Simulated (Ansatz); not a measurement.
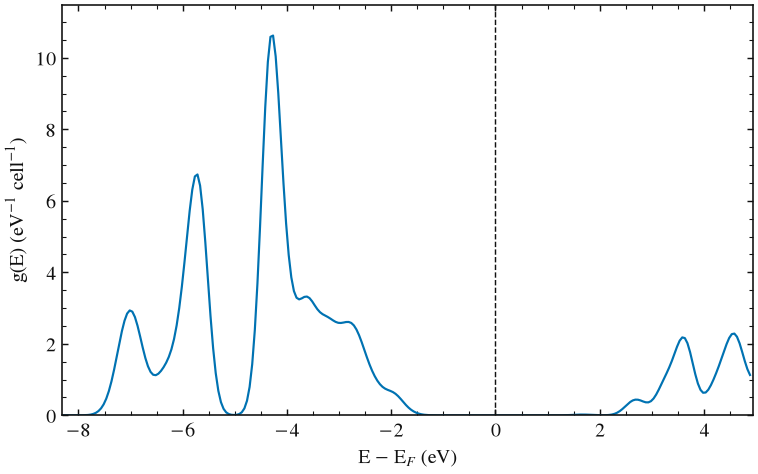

Density of states. Energies are counted from the Fermi level, put mid-gap where there is a gap. The curve is built from the levels of the k mesh with Gaussians 0.4 eV wide, which also blur the band edges.

System: CuI, space group F-43m (No. 216), 2 atoms in the cell, zincblende type.

Ansatz 0.2.0; DFT, PBE0, plane waves, PAW, no spin polarisation, 6×6×6 k mesh, 420 eV cutoff.

> Metal or insulator, going by the density of states?

There is a gap; over the k points computed it is 3.33 eV (direct among those points).

> Where is the tallest peak of the filled states in the window?

Within the window shown, the tallest peak of the filled states lies 2.6 eV under the valence-band top, at about 11 states per eV and cell.

> How wide is the upper valence band?

The upper group of valence states starts about 5.8 eV under the valence-band top (which lies at −1.7 eV on this axis), with a gap beneath it; it holds about 16 electrons a cell.

Spin-orbit coupling is left out, which matters for I.
